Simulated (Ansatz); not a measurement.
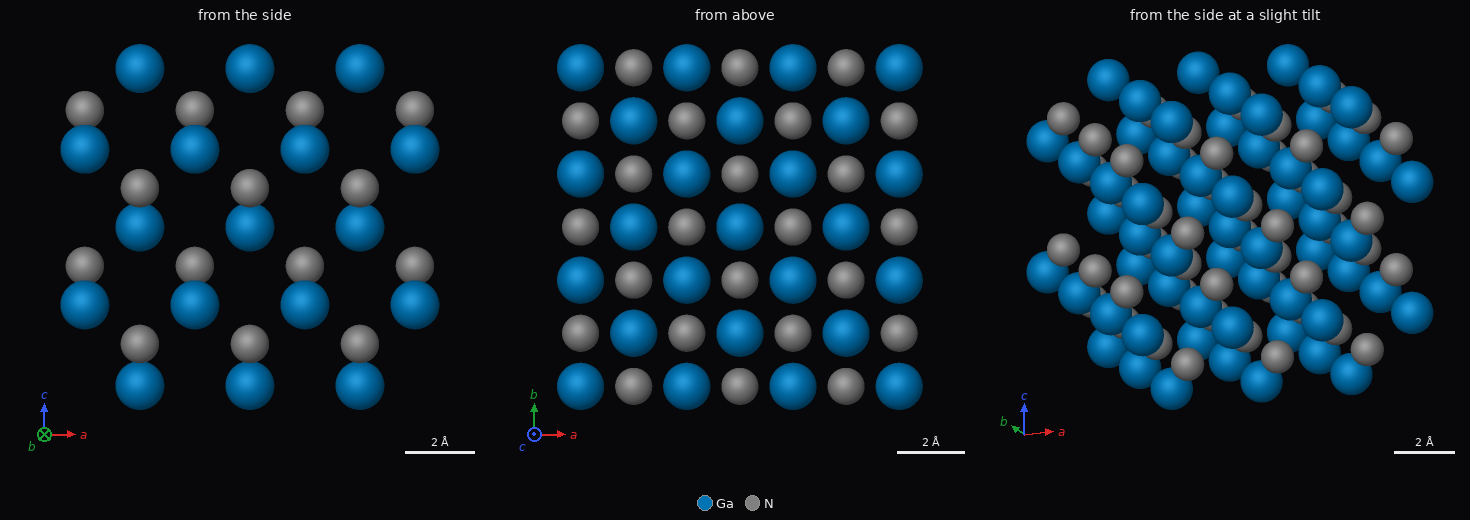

A spheres-only picture of a periodic slab, seen from the side, from above and from the side at a slight tilt. The surface normal points up in side views; the vacuum is left out. 3×3 cells are drawn in the plane, with atoms at the edges repeated.

The cell holds 5 Ga, 4 N. The slab was cut from bulk GaN (F-43m).

Question: Give the termination of both faces.

Answer: The top face ends in Ga, the bottom face in Ga. The two faces are alike.

Question: Read the thickness off the scale bar.

Answer: About 9 Å from the lowest to the highest atom.

Question: What is the stacking of atomic planes, top to bottom?

Answer: Nine planes: Ga / N / Ga / N / Ga / N / Ga / N / Ga.

Question: Which (hkl) is this?

Answer: (1 0 0).

The model was built from a structure listed in the Materials Project, from which a slab was cut. The atoms were relaxed in a fixed cell with DFT PBE, scalar-relativistic, plane waves, PAW (Ansatz).
